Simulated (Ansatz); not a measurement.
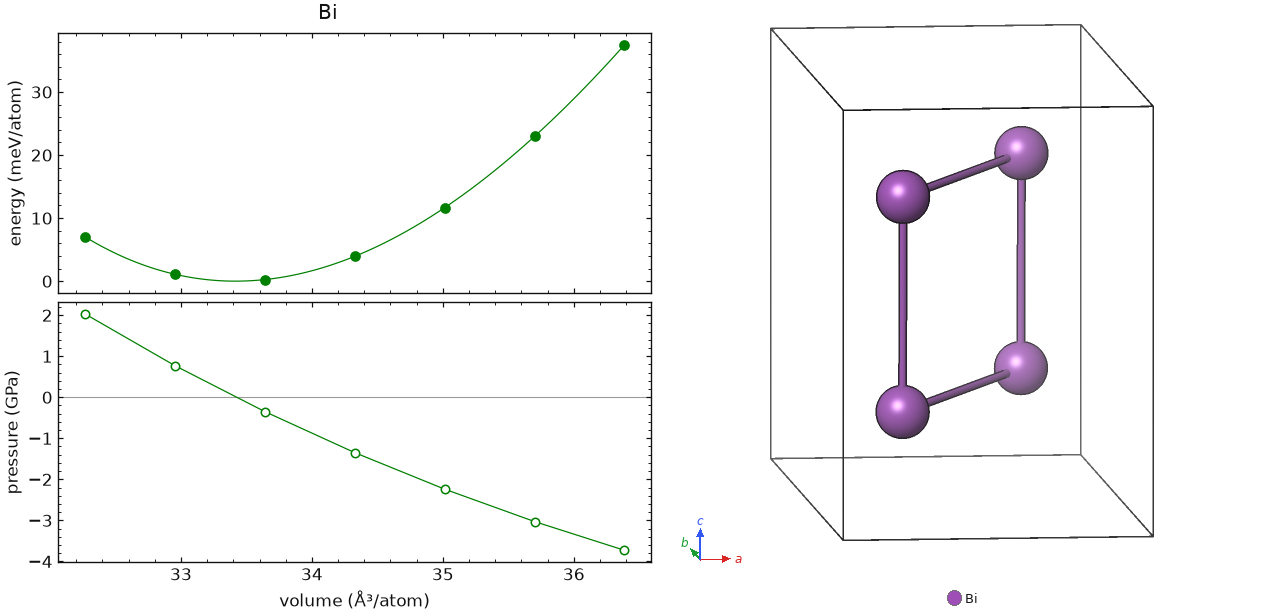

Energy and pressure against volume for Bi, space group P2_1/m (No. 11). The conventional cell is drawn beside the plot.

A third-order Birch–Murnaghan fit gives V0 = 33.42 Å³/atom, B0 = 53.4 GPa and B′ = 4.7. The energy is 7.03 meV/atom at volume 32.27 Å³/atom and 37.48 meV/atom at 36.39 Å³/atom; the lowest computed point is at volume 33.64 Å³/atom (0.25 meV/atom). The pressure falls from 2.03 GPa at volume 32.27 Å³/atom to −3.73 GPa at 36.39 Å³/atom, and changes sign near 33.43 Å³/atom.

Method: all-electron LAPW DFT, no spin polarisation; energies at scaled volumes of the given cell, shape and fractions fixed, counted from the fit's minimum, third-order Birch-Murnaghan fit (Ansatz 0.2.0). Level: PBEsol.

```csv
setting,value
k mesh,6×6×4
occupations,Fermi–Dirac
smearing width,0.05 eV
potentials,"all electron LAPW, scalar relativistic"
program settings,basis error eV/atom 0.001
```

Cell as given: a = 4.658 Å, b = 4.526 Å, c = 6.521 Å, α = 90.00°, β = 93.04°, γ = 90.00°; 4 atoms.

Limits of the calculation: spin-orbit coupling left out, heavy elements; shape and atomic fractions are frozen while scaling, which makes layered, chain and framework solids too stiff.
